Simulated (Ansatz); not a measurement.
Na15Cl16 (cell charge −1, with a compensating background) (cell with a defect)

Input file:

```
crystal:
  lattice:
    - [-5.6941867572, -5.6941867572, 5.6941867572]
    - [5.6941867572, -5.6941867572, -5.6941867572]
    - [5.6941867572, 5.6941867572, 5.6941867572]
  atoms:
    - { symbol: Na, position: [0.25, 0.75, 0.0] }
    - { symbol: Na, position: [0.5, 0.5, 0.0] }
    - { symbol: Na, position: [0.25, 0.5, 0.25] }
    - { symbol: Na, position: [0.0, 0.5, 0.5] }
    - { symbol: Na, position: [0.75, 0.75, 0.5] }
    - { symbol: Na, position: [0.5, 0.75, 0.75] }
    - { symbol: Na, position: [0.0, 0.0, 0.0] }
    - { symbol: Na, position: [0.75, 0.25, 0.0] }
    - { symbol: Na, position: [0.5, 0.25, 0.25] }
    - { symbol: Na, position: [0.25, 0.25, 0.5] }
    - { symbol: Na, position: [0.0, 0.25, 0.75] }
    - { symbol: Na, position: [0.75, 0.5, 0.75] }
    - { symbol: Na, position: [0.75, 0.0, 0.25] }
    - { symbol: Na, position: [0.5, 0.0, 0.5] }
    - { symbol: Na, position: [0.25, 0.0, 0.75] }
    - { symbol: Cl, position: [0.25, 0.75, 0.5] }
    - { symbol: Cl, position: [0.0, 0.75, 0.75] }
    - { symbol: Cl, position: [0.5, 0.5, 0.5] }
    - { symbol: Cl, position: [0.25, 0.5, 0.75] }
    - { symbol: Cl, position: [0.0, 0.5, 0.0] }
    - { symbol: Cl, position: [0.75, 0.75, 0.0] }
    - { symbol: Cl, position: [0.5, 0.75, 0.25] }
    - { symbol: Cl, position: [0.0, 0.0, 0.5] }
    - { symbol: Cl, position: [0.75, 0.25, 0.5] }
    - { symbol: Cl, position: [0.5, 0.25, 0.75] }
    - { symbol: Cl, position: [0.25, 0.25, 0.0] }
    - { symbol: Cl, position: [0.0, 0.25, 0.25] }
    - { symbol: Cl, position: [0.75, 0.5, 0.25] }
    - { symbol: Cl, position: [0.75, 0.0, 0.75] }
    - { symbol: Cl, position: [0.5, 0.0, 0.0] }
    - { symbol: Cl, position: [0.25, 0.0, 0.25] }
total_charge: -1
basis:
  ecutwfc: 420
  xc_grid: 2
kpoints:
  mp_grid: { grid: [2, 2, 2], shift: [0.5, 0.5, 0.5] }
hamiltonian:
  xc: pbe
scf:
  occupations: { method: gaussian, width: 0.02 }
output:
  forces: true
  stress: false
  eigenvalues: true
  write_density: true
  write_potential: true
  elf: true
  volumetric_format: npy
relax:
  adjacent_minimum: "off"
  f_tol: 0.02
  max_steps: 60
```

Run with:

```sh
ansatz run input.yaml --threads 4 --pin off --max-ram 10240MiB --backend cpu --events-out ev --progress --plain --runs-dir out
```

The fields are those of the run's last geometry, not of the input's.

These are results of DFT PBE, scalar-relativistic, plane waves, PAW in Ansatz 0.2.0, not measurements.

Predict the valence pseudo-density and electron localisation function between the atoms.

Na–Cl (2.72 Å): the density is about 0.17 e/Å³ at the midpoint; the ELF peaks at about 0.90 in the valence shell of Cl, 0.8 Å from its nucleus, and falls to about 0 next to Na: a largely ionic contact.
Na–Cl (2.81 Å): ρ is about 0.14 e/Å³ halfway; the ELF peaks at about 0.85 in the valence shell of Cl, 0.8 Å from its nucleus, and falls to about 0 next to Na (a closed-shell, largely ionic contact).
Na–Cl (2.89 Å): ρ is about 0.12 e/Å³ halfway; the ELF peaks at about 0.90 in the valence shell of Cl, 0.8 Å from its nucleus, and is about 0.40 at the midpoint: a largely ionic contact.

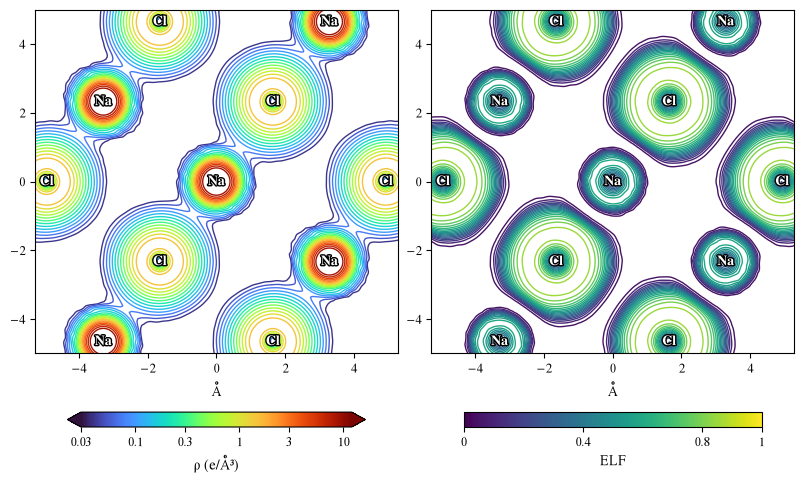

Computed valence pseudo-density and electron localisation function on the (100) plane of the calculation cell, in this order. 

In a PAW calculation such maps are meaningful between the atoms, not at the nuclei.
